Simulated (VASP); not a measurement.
**Run report: VBiO$_{4}$, geometry relaxation (part 2 of 5)**

The same run, continued: VBiO$_{4}$ (C2/c, 12 atoms in the cell); Kohn-Sham DFT of a periodic cell, PBE, VASP PAW PBE potentials, soft, no spin polarisation (VASP 6.6.1); cutoff 300 eV, 3×3×4 k-mesh, Gaussian smearing of 0.03 eV. The structure derives from an entry of the Crystallography Open Database.

Geometry of the input (Å; fractional positions):
```
3.6236  -5.8486  0.0000
3.6236  5.8486  0.0000
-3.5500  0.0000  3.6474
V  0.8700  0.1300  0.7500
V  0.1300  0.8700  0.2500
Bi 0.3665  0.6335  0.7500
Bi 0.6335  0.3665  0.2500
O  0.9383  0.3547  0.6388
O  0.6453  0.0617  0.8612
O  0.0617  0.6453  0.3612
O  0.3547  0.9383  0.1388
O  0.8113  0.7099  0.8796
O  0.2901  0.1887  0.6204
O  0.1887  0.2901  0.1204
O  0.7099  0.8113  0.3796
```

OSZICAR, continued:
```
DAV:   2    -0.888320359239E+02   -0.13150E-03   -0.20842E-03  1736   0.278E-01    0.674E-02
DAV:   3    -0.888320170747E+02    0.18849E-04   -0.76878E-05  2160   0.733E-02    0.604E-02
DAV:   4    -0.888320095450E+02    0.75298E-05   -0.34878E-05  2026   0.533E-02    0.245E-02
DAV:   5    -0.888320032164E+02    0.63285E-05   -0.10801E-05  2190   0.317E-02    0.102E-02
DAV:   6    -0.888320027623E+02    0.45408E-06   -0.27776E-06  1364   0.113E-02
  22 F= -.88832003E+02 E0= -.88832003E+02  d E =-.110612E-02
       N       E                     dE             d eps       ncg     rms          rms(c)
DAV:   1    -0.888317275952E+02    0.27562E-03   -0.10333E-01  2028   0.334E+00    0.254E-01
DAV:   2    -0.888325933448E+02   -0.86575E-03   -0.13229E-02  1760   0.691E-01    0.215E-01
DAV:   3    -0.888324208860E+02    0.17246E-03   -0.10171E-03  1878   0.274E-01    0.105E-01
DAV:   4    -0.888323425359E+02    0.78350E-04   -0.18381E-04  2018   0.132E-01    0.636E-02
DAV:   5    -0.888323294079E+02    0.13128E-04   -0.32318E-05  2484   0.459E-02    0.269E-02
DAV:   6    -0.888323270539E+02    0.23540E-05   -0.12757E-05  2464   0.283E-02    0.105E-02
DAV:   7    -0.888323273481E+02   -0.29421E-06   -0.19158E-06  1174   0.965E-03
  23 F= -.88832327E+02 E0= -.88832327E+02  d E =-.324586E-03
       N       E                     dE             d eps       ncg     rms          rms(c)
DAV:   1    -0.888320760575E+02    0.25100E-03   -0.55166E-02  2028   0.244E+00    0.184E-01
DAV:   2    -0.888325388249E+02   -0.46277E-03   -0.70470E-03  1760   0.502E-01    0.154E-01
DAV:   3    -0.888324514569E+02    0.87368E-04   -0.52695E-04  1890   0.197E-01    0.767E-02
DAV:   4    -0.888324101179E+02    0.41339E-04   -0.97256E-05  2018   0.961E-02    0.466E-02
DAV:   5    -0.888324031829E+02    0.69350E-05   -0.17099E-05  2348   0.337E-02    0.196E-02
DAV:   6    -0.888324021233E+02    0.10596E-05   -0.66018E-06  2000   0.205E-02    0.774E-03
DAV:   7    -0.888324023554E+02   -0.23211E-06   -0.12322E-06   986   0.820E-03
  24 F= -.88832402E+02 E0= -.88832402E+02  d E =-.399593E-03
       N       E                     dE             d eps       ncg     rms          rms(c)
DAV:   1    -0.888332702480E+02   -0.86812E-03   -0.99402E-02  1886   0.249E+00    0.368E-01
DAV:   2    -0.888331201540E+02    0.15009E-03   -0.70367E-03  1764   0.621E-01    0.187E-01
DAV:   3    -0.888329307963E+02    0.18936E-03   -0.11757E-03  1956   0.297E-01    0.173E-01
DAV:   4    -0.888327347764E+02    0.19602E-03   -0.35720E-04  1996   0.180E-01    0.630E-02
DAV:   5    -0.888326922866E+02    0.42490E-04   -0.94734E-05  2458   0.733E-02    0.198E-02
DAV:   6    -0.888326914668E+02    0.81979E-06   -0.20180E-05  2170   0.257E-02    0.514E-03
DAV:   7    -0.888326916561E+02   -0.18931E-06   -0.10138E-06  1132   0.783E-03
  25 F= -.88832692E+02 E0= -.88832692E+02  d E =-.289301E-03
       N       E                     dE             d eps       ncg     rms          rms(c)
DAV:   1    -0.888327744376E+02   -0.82971E-04   -0.11524E-02  1886   0.847E-01    0.126E-01
DAV:   2    -0.888327574910E+02    0.16947E-04   -0.81898E-04  1748   0.213E-01    0.639E-02
DAV:   3    -0.888327352659E+02    0.22225E-04   -0.13689E-04  1956   0.102E-01    0.588E-02
DAV:   4    -0.888327125379E+02    0.22728E-04   -0.41377E-05  1896   0.615E-02    0.215E-02
DAV:   5    -0.888327078515E+02    0.46864E-05   -0.10998E-05  2266   0.251E-02    0.678E-03
DAV:   6    -0.888327078694E+02   -0.17873E-07   -0.23225E-06  1364   0.904E-03
  26 F= -.88832708E+02 E0= -.88832708E+02  d E =-.305514E-03
       N       E                     dE             d eps       ncg     rms          rms(c)
DAV:   1    -0.888330596391E+02   -0.35179E-03   -0.37244E-02  1932   0.181E+00    0.229E-01
DAV:   2    -0.888330556907E+02    0.39484E-05   -0.39137E-03  1754   0.472E-01    0.157E-01
DAV:   3    -0.888329334148E+02    0.12228E-03   -0.76623E-04  1814   0.237E-01    0.107E-01
DAV:   4    -0.888328528787E+02    0.80536E-04   -0.16844E-04  1904   0.126E-01    0.397E-02
DAV:   5    -0.888328450364E+02    0.78423E-05   -0.26749E-05  2264   0.364E-02    0.175E-02
DAV:   6    -0.888328410573E+02    0.39792E-05   -0.89327E-06  2092   0.239E-02    0.682E-03
DAV:   7    -0.888328409297E+02    0.12752E-06   -0.17922E-06  1162   0.859E-03
  27 F= -.88832841E+02 E0= -.88832841E+02  d E =-.133060E-03
       N       E                     dE             d eps       ncg     rms          rms(c)
DAV:   1    -0.888329713348E+02   -0.13028E-03   -0.18361E-02  1932   0.127E+00    0.159E-01
DAV:   2    -0.888329712401E+02    0.94733E-07   -0.19273E-03  1772   0.331E-01    0.109E-01
DAV:   3    -0.888329113708E+02    0.59869E-04   -0.37335E-04  1826   0.166E-01    0.744E-02
DAV:   4    -0.888328719932E+02    0.39378E-04   -0.82270E-05  1892   0.881E-02    0.278E-02
DAV:   5    -0.888328679864E+02    0.40067E-05   -0.13179E-05  2202   0.256E-02    0.122E-02
DAV:   6    -0.888328658304E+02    0.21560E-05   -0.41596E-06  1676   0.167E-02    0.484E-03
DAV:   7    -0.888328657344E+02    0.95961E-07   -0.98613E-07   922   0.663E-03
  28 F= -.88832866E+02 E0= -.88832866E+02  d E =-.157865E-03
       N       E                     dE             d eps       ncg     rms          rms(c)
DAV:   1    -0.888329107889E+02   -0.44959E-04   -0.99938E-03  1736   0.632E-01    0.112E-01
DAV:   2    -0.888329147429E+02   -0.39539E-05   -0.44865E-04  2000   0.150E-01    0.829E-02
DAV:   3    -0.888329036325E+02    0.11110E-04   -0.54053E-05  1946   0.645E-02    0.357E-02
DAV:   4    -0.888328978466E+02    0.57859E-05   -0.35010E-05  1976   0.559E-02    0.426E-02
DAV:   5    -0.888328914755E+02    0.63711E-05   -0.14004E-05  1960   0.350E-02    0.358E-03
DAV:   6    -0.888328916966E+02   -0.22108E-06   -0.17260E-06  1298   0.816E-03
  29 F= -.88832892E+02 E0= -.88832892E+02  d E =-.259621E-04
```

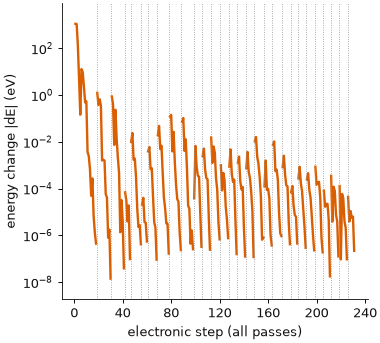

*Convergence of the self-consistent field: energy change |dE| against the electronic step. Each stretch between dotted lines is the SCF of one geometry step of a relaxation.*

The 29 ionic steps take 5 to 18 electronic steps each. The density is held fixed in the first few steps, and dE rises again when its update begins.

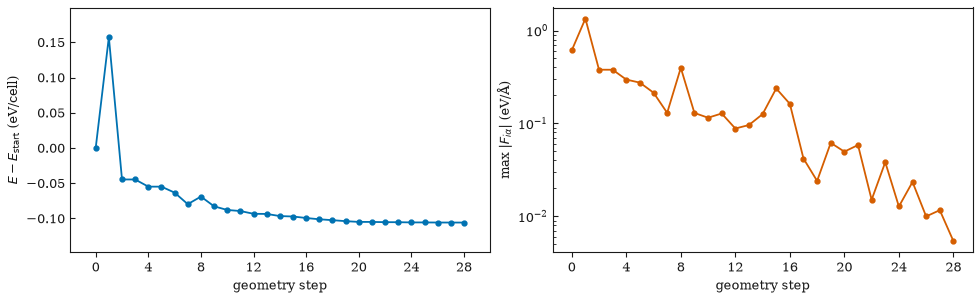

*Progress of the relaxation, step by step (steps are counted from 0).*

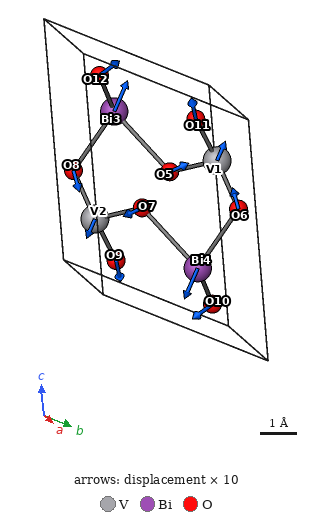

*The starting structure with the displacements (without the part carried along by the change of the cell) as blue arrows, magnified 10 times (ball-and-stick view of the reduced cell, seen slightly off an axis).*

The largest moves relative to the cell, 0.097 Å, are those of Bi3 and Bi4. By element the largest moves are Bi 0.097 Å, O 0.091 Å, V 0.062 Å. The drawn cell changes as follows: a 5.090 → 5.143 Å (+1.0 %), b 5.193 → 5.170 Å (−0.5 %), c 6.880 → 6.881 Å (0.0 %), β 111.6° → 111.9°, γ 90.4° → 90.1°; the volume changes by +0.4 %. Among the contacts that change: Bi3–O10 2.628 → 2.487 Å, Bi3–O7 2.354 → 2.482 Å, Bi3–O11 2.516 → 2.442 Å, Bi3–O5 2.372 → 2.438 Å. Among the angles that change: V2–O10–Bi3 136.7° → 133.5°, O9–V2–O10 113.5° → 116.2°, V1–O6–Bi4 131.1° → 133.5°. The space group stays C2/c (No. 15). After 28 geometry steps the energy has fallen by 0.106 eV per cell of the calculation. The largest force component goes from 0.61 to 0.0054 eV/Å. (Atoms are counted from 1 in the order of the input.)

Parts of OUTCAR:
```
PREC = Accurate
   ENCUT = 300
   EDIFF = 1E-6
   ISMEAR = 0
   LREAL = False
   LASPH = True
   NELM = 80
   ISIF = 3
   GGA = PE
   IBRION = 2
   NSW = 90
   EDIFFG = -0.01

 ion  position               nearest neighbor table
   1  0.870  0.130  0.750-  11 1.69  12 1.69   5 1.77   6 1.77
   2  0.130  0.870  0.250-   9 1.69  10 1.69   7 1.77   8 1.77
   3  0.367  0.633  0.750-   7 2.35   8 2.35   5 2.37   6 2.37  12 2.52  11 2.52  10 2.63   9 2.63
                             4 3.76   4 3.76
   4  0.633  0.367  0.250-   5 2.35   6 2.35   7 2.37   8 2.37   9 2.52  10 2.52  12 2.63  11 2.63
                             3 3.76   3 3.76
   5  0.938  0.355  0.639-   1 1.77   4 2.35   3 2.37
   6  0.645  0.062  0.861-   1 1.77   4 2.35   3 2.37
   7  0.062  0.645  0.361-   2 1.77   3 2.35   4 2.37
   8  0.355  0.938  0.139-   2 1.77   3 2.35   4 2.37
   9  0.811  0.710  0.880-   2 1.69   4 2.52   3 2.63
  10  0.290  0.189  0.620-   2 1.69   4 2.52   3 2.63
  11  0.189  0.290  0.120-   1 1.69   3 2.52   4 2.63
  12  0.710  0.811  0.380-   1 1.69   3 2.52   4 2.63

  LATTYP: Found a base centered monoclinic cell.
 ALAT       =     7.2471661894
 B/A-ratio  =     1.6140377762
 C/A-ratio  =     0.7023158938
 COS(beta)  =    -0.6974755418

  Lattice vectors:

 A1 = (   3.6235830947,  -5.8486000000,   0.0000000000)
 A2 = (   3.6235830947,   5.8486000000,   0.0000000000)
 A3 = (  -3.5500110127,   0.0000000000,   3.6473943918)

Analysis of symmetry for initial positions (statically):
=====================================================================
 Subroutine PRICEL returns:
 Original cell was already a primitive cell.

 Routine SETGRP: Setting up the symmetry group for a
 base centered monoclinic supercell.

 Subroutine GETGRP returns: Found  4 space group operations
 (whereof  2 operations were pure point group operations)
 out of a pool of  4 trial point group operations.

The static configuration has the point symmetry S_2 .
 The point group associated with its full space group is C_2h.

Analysis of symmetry for dynamics (positions and initial velocities):
=====================================================================
 Subroutine PRICEL returns:
 Original cell was already a primitive cell.

 Routine SETGRP: Setting up the symmetry group for a
 base centered monoclinic supercell.

 Subroutine GETGRP returns: Found  4 space group operations
 (whereof  2 operations were pure point group operations)
 out of a pool of  4 trial point group operations.

The dynamic configuration has the point symmetry S_2 .
 The point group associated with its full space group is C_2h.

 Subroutine INISYM returns: Found  4 space group operations
 (whereof  2 operations are pure point group operations),
 and found     1 'primitive' translations

----------------------------------------------------------------------------------------

                                     Primitive cell

  volume of cell :     154.5976

  direct lattice vectors                    reciprocal lattice vectors
     3.623583095 -5.848600000  0.000000000     0.137984969 -0.085490545  0.134300848
     3.623583095  5.848600000  0.000000000     0.137984969  0.085490545  0.134300848
    -3.550011013  0.000000000  3.647394392     0.000000000  0.000000000  0.274168322

  length of vectors
     6.880150900  6.880150900  5.089800000     0.210677959  0.210677959  0.274168322

  position of ions in fractional coordinates (direct lattice)
     0.870000000  0.130000000  0.750000000
     0.130000000  0.870000000  0.250000000
     0.366500000  0.633500000  0.750000000
     0.633500000  0.366500000  0.250000000
     0.938300000  0.354700000  0.638800000
     0.645300000  0.061700000  0.861200000
     0.061700000  0.645300000  0.361200000
     0.354700000  0.938300000  0.138800000
     0.811300000  0.709900000  0.879600000
     0.290100000  0.188700000  0.620400000
     0.188700000  0.290100000  0.120400000
     0.709900000  0.811300000  0.379600000

  ion indices of the primitive-cell ions
   primitive index   ion index
                 1           1
                 2           2
                 3           3
                 4           4
                 5           5
                 6           6
                 7           7
                 8           8
                 9           9
                10          10
                11          11
                12          12

----------------------------------------------------------------------------------------

 KPOINTS: regular mesh

Automatic generation of k-mesh.
 Grid dimensions read from file:
 generate k-points for:    3    3    4

 Generating k-lattice:

  Cartesian coordinates                     Fractional coordinates (reciprocal lattice)
     0.045994990 -0.028496848  0.044766949     0.333333333 -0.000000000  0.000000000
     0.045994990  0.028496848  0.044766949    -0.000000000  0.333333333  0.000000000
     0.000000000  0.000000000  0.068542080     0.000000000  0.000000000  0.250000000

  Length of vectors
     0.070225986  0.070225986  0.068542080

  Shift w.r.t. Gamma in fractional coordinates (k-lattice)
     0.000000000  0.000000000  0.000000000

 Subroutine IBZKPT returns following result:
 ===========================================

 Found     14 irreducible k-points:

 Following reciprocal coordinates:
            Coordinates               Weight
  0.000000  0.000000  0.000000      1.000000
  0.333333  0.000000  0.000000      4.000000
  0.333333  0.333333  0.000000      2.000000
 -0.333333  0.333333  0.000000      2.000000
  0.000000  0.000000  0.250000      2.000000
  0.333333  0.000000  0.250000      4.000000
 -0.333333 -0.000000  0.250000      4.000000
  0.333333  0.333333  0.250000      2.000000
 -0.333333  0.333333  0.250000      4.000000
 -0.333333 -0.333333  0.250000      2.000000
  0.000000  0.000000  0.500000      1.000000
  0.333333  0.000000  0.500000      4.000000
  0.333333  0.333333  0.500000      2.000000
 -0.333333  0.333333  0.500000      2.000000
   k-points           NKPTS =     14   k-points in BZ     NKDIM =     14   number of bands    NBANDS=     62
   number of dos      NEDOS =    301   number of ions     NIONS =     12
   total plane-waves  NPLWV =  48000
   dimension x,y,z NGX =    40 NGY =   40 NGZ =   30
   dimension x,y,z NGXF=    80 NGYF=   80 NGZF=   60
   ions per type =               2   2   8
   NGX,Y,Z   is equivalent  to a cutoff of   9.67,  9.67,  9.80 a.u.
   NGXF,Y,Z  is equivalent  to a cutoff of  19.33, 19.33, 19.60 a.u.
 SYSTEM =  unknown system
   PREC   = accura    normal or accurate (medium, high low for compatibility)
   ISTART =      0    job   : 0-new  1-cont  2-samecut
   ICHARG =      2    charge: 1-file 2-atom 10-const
   ISPIN  =      1    spin polarized calculation?
   LNONCOLLINEAR =      F non collinear calculations
   LSORBIT =      F    spin-orbit coupling
   LASPH  =      T    aspherical Exc in radial PAW
   ENCUT  =  300.0 eV  22.05 Ry    4.70 a.u.   9.72  9.72  7.19*2*pi/ulx,y,z
   NELM   =     80;   NELMIN=  2; NELMDL= -5     # of ELM steps
   EDIFF  = 0.1E-05   stopping-criterion for ELM
   LREAL  =      F    real-space projection
   EDIFFG = -.1E-01   stopping-criterion for IOM
   NSW    =     90    number of steps for IOM
   IBRION =      2    ionic relax: 0-MD 1-quasi-New 2-CG
   NFREE  =      1    steps in history (QN), initial steepest desc. (CG)
   ISIF   =      3    stress and relaxation
   ISYM   =      2    0-nonsym 1-usesym 2-fastsym
   POTIM  = 0.5000    time-step for ionic-motion
   TEBEG  =    0.0;   TEEND  =   0.0 temperature during run
   PSTRESS=    0.0 pullay stress
   NELECT =     104.0000    total number of electrons
   NUPDOWN=      -1.0000    fix difference up-down
   EMIN   =  10.00;   EMAX   =-10.00  energy-range for DOS
   EFERMI =   0.00;   METHOD = LEGACY
   ISMEAR =     0;   SIGMA  =   0.03  broadening in eV -4-tet -1-fermi 0-gaus
   EFERMI_NEDOS =   21; number of points for ismear=-14 and -15
   IALGO  =     38    algorithm
   IMIX   =      4    mixing-type and parameters
     AMIX     =   0.40;   BMIX     =  1.00
     AMIX_MAG =   1.60;   BMIX_MAG =  1.00
  volume/ion in A,a.u.               =      12.88        86.94
  Fermi-wavevector in a.u.,A,eV,Ry     =   1.434449  2.710715 27.995929  2.057643
  Thomas-Fermi vector in A             =   2.553856
   LORBIT       =      0    0 simple, 1 ext, 2 COOP (PROOUT), +10 PAW based schemes
   GGA     = PE    functional components
   LHFCALC =     F    Hartree Fock is set to
   AEXX    =    0.0000 exact exchange contribution
   IVDW    =     0    specifies the selected vdW correction
   LEPSILON=     F    determine dielectric tensor
   LRPA    =     F    only Hartree local field effects (RPA)
 conjugate gradient relaxation of ions
 non-spin polarized calculation
 Gauss-broadening in eV      SIGMA  =   0.03
  energy-cutoff  :      300.00
  volume of cell :      154.60
 maximum number of plane-waves:      1842
   NGX = 19   NGY = 19   NGZ = 15

--------------------------------------- Ionic step        1  -------------------------------------------

 number of electron     103.9999995 magnetization

 Free energy of the ion-electron system (eV)
  ---------------------------------------------------
  ext. energy  EPLUGINS =         0.00000000
  ---------------------------------------------------
  free energy    TOTEN  =       -88.72709779 eV

  energy without entropy =      -88.72709779  energy(sigma->0) =      -88.72709779

------------------------ aborting loop because EDIFF is reached ----------------------------------------

  FORCE on cell =-STRESS in cart. coord.  units (eV):
  Direction    XX          YY          ZZ          XY          YZ          ZX
  --------------------------------------------------------------------------------------
  -------------------------------------------------------------------------------------
  Total        3.2870022      3.1330841      4.0657182      0.0000000      0.0000000      0.4995696
  in kB       34.0649462     32.4698111     42.1351937      0.0000000      0.0000000      5.1773051
  external PRESSURE =      36.2233170 kB  Pullay stress =       0.0000000 kB

 VOLUME and BASIS-vectors are now :
```
